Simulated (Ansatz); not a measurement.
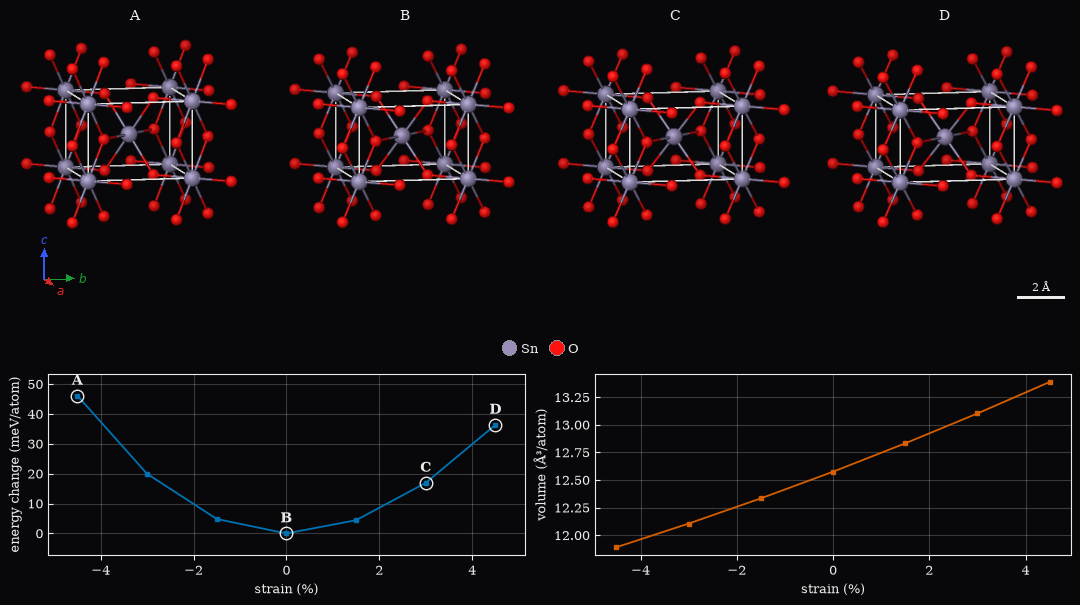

Members of a series of calculations on a crystal of SnO$_{2}$ (set up in P4_2/mnm), marked on the first curve. A ball-and-stick model of the cell of the calculation, seen slightly off an axis.

All numbers below come from DFT PBE, scalar-relativistic, plane waves, PAW (Ansatz). (plane-wave cutoff 420 eV; k-point mesh 6 × 6 × 8; occupations gaussian; smearing width 0.02 eV; no spin polarisation)

Q: Describe the series.

A: Biaxial strain in the a–b plane, c and atoms relaxed. A (strain −4.5 %): energy change 46.1 meV/atom, volume 11.89 Å³ per atom. B (strain 0.0 %): energy change 0.0 meV/atom, volume 12.58 Å³ per atom. C (strain 3.0 %): energy change 16.9 meV/atom, volume 13.10 Å³ per atom. D (strain 4.5 %): energy change 36.4 meV/atom, volume 13.39 Å³ per atom. The rest compares A with D. Cell: a = b 4.610 → 5.044 Å (+9.4 %), c 3.358 → 3.157 Å (−6.0 %). Volume +12.6 %. Near-neighbour distances before and after: O–Sn 2.006 → 2.204 Å, O–Sn 2.095 → 2.086 Å.
